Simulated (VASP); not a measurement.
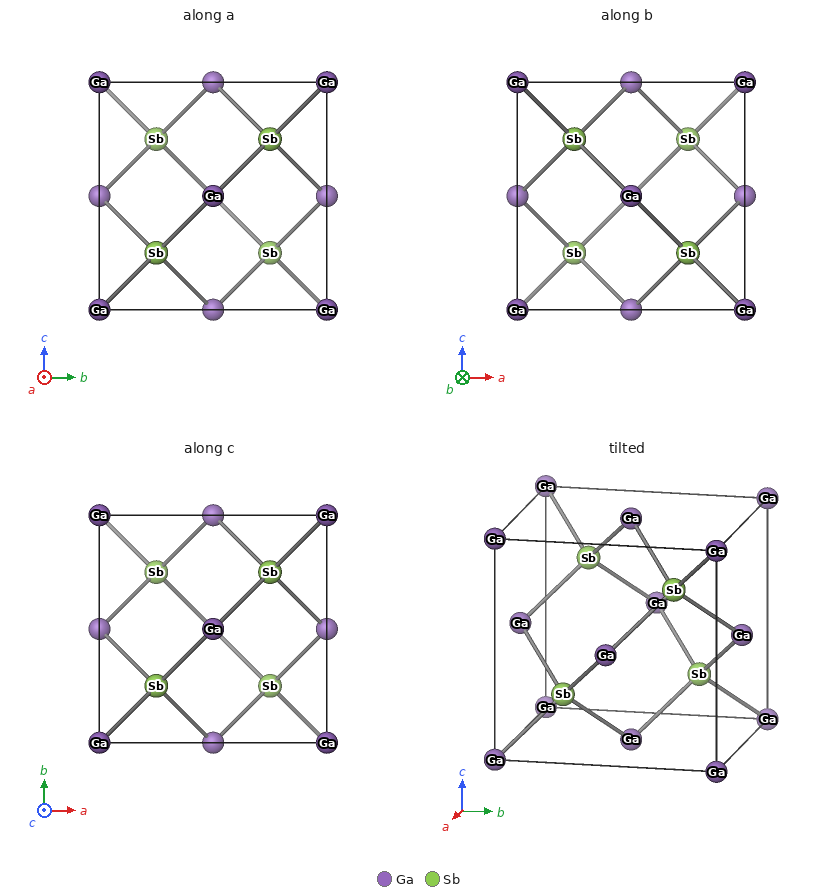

Structure drawing (ball-and-stick), viewed along the a axis, along the b axis, along the c axis and slightly off an axis. The conventional unit cell is drawn as a box.

Lattice parameters: a = 6.223 Å, b = 6.223 Å, c = 6.223 Å, α = 90.00°, β = 90.00°, γ = 90.00°.

**Put the structure into a table of Wyckoff sites.**

Space group F-43m (No. 216).
| atom | site | x | y | z |
| --- | --- | --- | --- | --- |
| Ga | 4a | 0.0000 | 0.0000 | 0.0000 |
| Sb | 4d | 0.2500 | 0.2500 | 0.7500 |

It goes back to a structure type filled with these elements by a generator (whether the compound takes this form wasn't checked). It is drawn as it came out of a relaxation with DFT, PBE, plane waves, PAW in VASP 6.6.1.
